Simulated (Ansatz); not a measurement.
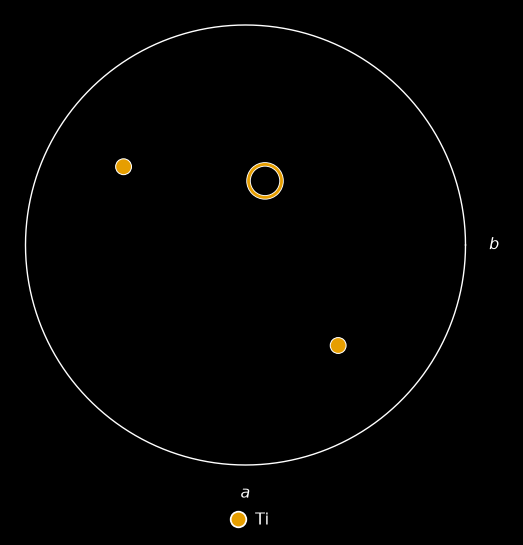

For TiO₂, the geometry relaxed with DFT r2SCAN, scalar-relativistic, plane waves, PAW in Ansatz: directions from one oxygen atom at (0.729, 0.618, 0.081) to its bonded neighbours, in stereographic projection down c (filled: above the plane of the page or in it, open: below). Symmetry computed with spglib at a tolerance of 0.002 Å; standard conventional cell.

Neighbours are counted up to 2.39 Å for Ti.

```
Ti O
1.0
     4.54493    0.00000    0.00000
     0.00000    5.51370    0.00000
     0.00000    0.00000    4.89415
Ti O
4 8
Direct
  0.50000 0.67570 0.75000
  0.00000 0.82430 0.25000
  0.50000 0.32430 0.25000
  0.00000 0.17570 0.75000
  0.72890 0.61823 0.08086
  0.22890 0.88177 0.91914
  0.77110 0.88177 0.58086
  0.27110 0.61823 0.41914
  0.72890 0.38177 0.58086
  0.22890 0.11823 0.41914
  0.77110 0.11823 0.08086
  0.27110 0.38177 0.91914
```

Q: How many neighbours are there, and at what angles?

A: 3: 1 Ti at 1.87 Å, 1 Ti at 1.95 Å, 1 Ti at 2.10 Å. Angles between bonds: 101° (1×), 128° (2×).

Q: What is the site's symmetry in the crystal?

A: Point group 1 (C1), order 1: the identity alone. In Pbcn (No. 60) this is Wyckoff position 8d.
